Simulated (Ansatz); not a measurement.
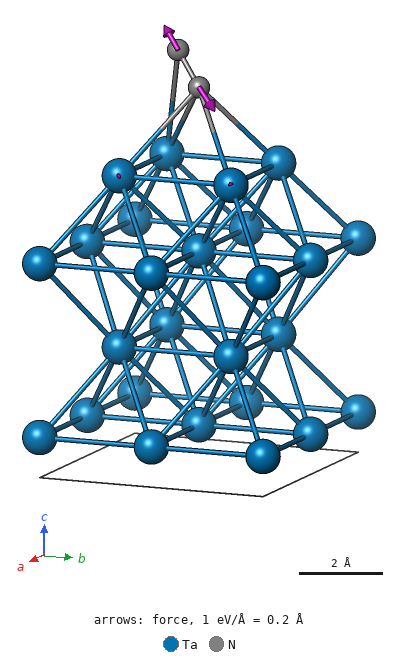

Starting geometry of a slab of composition Ta8N (cut from the Fm-3m phase) with the computed forces as purple arrows. A ball-and-stick model of the cell of the calculation, outlined in the plane, without the vacuum (origin shifted), seen slightly off an axis.

Case: 1 N2 a cell, tilted, over a Ta atom of a lower plane. The slab is the (1 0 0) face of Ta with N2 on it. 8 atoms are held fixed.

Computed with Ansatz 0.2.0, DFT PBE+D3(BJ), scalar-relativistic, plane waves, PAW.

Input file:
```yaml
crystal:
  lattice:
    - [5.9136804077, 0.0, 0.0]
    - [0.0, 5.9136804077, 0.0]
    - [0.0, 0.0, 25.095905277]
  atoms:
    - { symbol: Ta, position: [0.25, 0.25, 0.3187771037] }
    - { symbol: Ta, position: [0.25, 0.75, 0.3187771037] }
    - { symbol: Ta, position: [0.75, 0.25, 0.3187771037] }
    - { symbol: Ta, position: [0.75, 0.75, 0.3187771037] }
    - { symbol: Ta, position: [0.5, 0.5, 0.4020895699] }
    - { symbol: Ta, position: [0.5, 0.0, 0.4020895699] }
    - { symbol: Ta, position: [0.0, 0.5, 0.4020895699] }
    - { symbol: Ta, position: [0.0, 0.0, 0.4020895699] }
    - { symbol: Ta, position: [0.75, 0.75, 0.4910020982] }
    - { symbol: Ta, position: [0.75, 0.25, 0.4910020982] }
    - { symbol: Ta, position: [0.25, 0.75, 0.4910020982] }
    - { symbol: Ta, position: [0.25, 0.25, 0.4910020982] }
    - { symbol: Ta, position: [0.0, 0.0, 0.5717591181] }
    - { symbol: Ta, position: [0.0, 0.5, 0.5717591181] }
    - { symbol: Ta, position: [0.5, 0.0, 0.5717591181] }
    - { symbol: Ta, position: [0.5, 0.5, 0.5717591181] }
    - { symbol: "N", position: [0.75, 0.75, 0.6530472795] }
    - { symbol: "N", position: [0.7024022211, 0.6362276605, 0.6858613977] }
basis:
  ecutwfc: 420
kpoints:
  mp_grid: { grid: [3, 3, 1] }
hamiltonian:
  xc: pbe
  dispersion: d3bj
scf:
  occupations: { method: gaussian, width: 0.1 }
output:
  forces: true
  eigenvalues: true
  write_density: true
  write_potential: true
  elf: true
  volumetric_format: npy
relax:
  adjacent_minimum: "off"
  f_tol: 0.04
  max_steps: 100
  constraints: [{ sites: [0, 1, 2, 3, 4, 5, 6, 7] }]
efield:
  axis: 3
  dipole_correction: true
  ramp_width: 0.04
```

Launched with:
```bash
ansatz run input.yaml --threads 4 --pin off --max-ram 12288MiB --backend cpu --events-out ev --progress --plain --runs-dir out
```

### What follows when this structure is relaxed?

It isn't relaxed: the largest force vector, on N17, is 3.94 eV/Å. The final displacements have little in common with the starting forces (cosine between the two patterns 0.10). After 27 accepted moves (28 points after the start) the energy has fallen by 3.637 eV per cell of the calculation. Largest force component: 2.8 eV/Å at the start, 0.019 eV/Å at the end. The line search rejected the trial step at point 15 of the run. The largest move is that of N17, 1.61 Å at 7° to the normal (−c side). By element the largest moves are N 1.61 Å, Ta 0.65 Å. The cell stays as it was. Some distances before and after: Ta9–N17 4.067 → 2.462 Å, Ta14–N18 3.456 → 2.024 Å, Ta16–N18 3.206 → 2.046 Å, Ta13–Ta16 4.182 → 3.368 Å. New bonds form: Ta13–Ta16 (4.18 → 3.37 Å), Ta14–N18 (3.46 → 2.02 Å). Bond angles that change, for instance: Ta13–N17–Ta16 91.4° → 159.8°, Ta14–N17–Ta15 91.4° → 159.1°, Ta14–N17–N18 110.0° → 61.4°.

Limits of the set-up: the periodic images lie only 5.9 Å apart, so the values are limited by the cell's size.
